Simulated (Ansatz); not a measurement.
```cif
data_structure
_symmetry_space_group_name_H-M 'P 1'
_symmetry_Int_Tables_number 1
_cell_length_a 3.0772
_cell_length_b 3.0772
_cell_length_c 4.8881
_cell_angle_alpha 90.000
_cell_angle_beta 90.000
_cell_angle_gamma 120.000
_cell_volume 40.08
loop_
_atom_site_label
_atom_site_type_symbol
_atom_site_fract_x
_atom_site_fract_y
_atom_site_fract_z
_atom_site_occupancy
Ta1 Ta 0.33333 0.66667 0.25308 1
Ta2 Ta 0.66667 0.33333 0.74692 1
C1 C 0.00000 0.00000 0.00000 1
```

Space group P-3m1.

Method: DFT LDA, scalar-relativistic, plane waves, PAW in Ansatz 0.2.0.

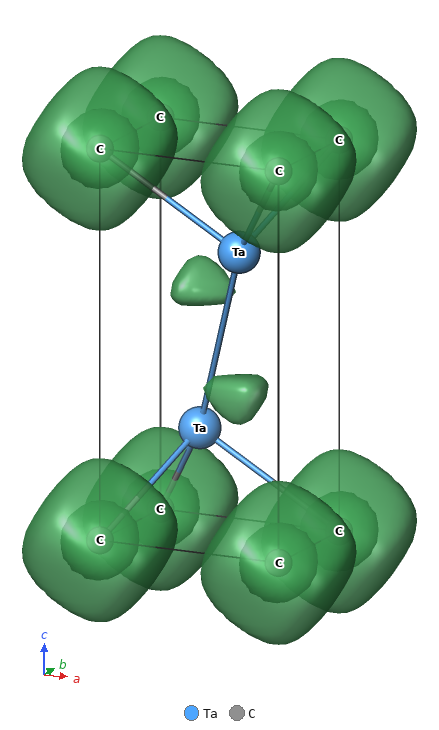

Ta2C. Isosurface of the electron localisation function at 0.65 (green), seen slightly off an axis. Only the valence region is drawn (cores and ρ < 0.01 e/Å³ removed). Sticks mark near contacts.

Core electrons are frozen (PAW), and the valence fields are smoothed inside the atomic spheres.

Q: Identify the bonds, lone pairs and shells in this picture.

A: At this value the surface marks out one region wrapped around C (its valence shell) and two pockets between the atoms, centred on no nucleus (multi-centre or interstitial), counted in one cell of 3 atoms. Any copies at cell faces, edges or corners count once. Profiles from the grid: Ta–C (2.16 Å): the ELF peaks at about 0.75 in the valence shell of C, 0.7 Å from its nucleus, and is about 0.25 at the midpoint. Ta–Ta (3.00 Å): the ELF is about 0.35 at the midpoint.

Q: Metal or insulator at this level of theory?

A: It is gapless in this calculation (a metal or semimetal).
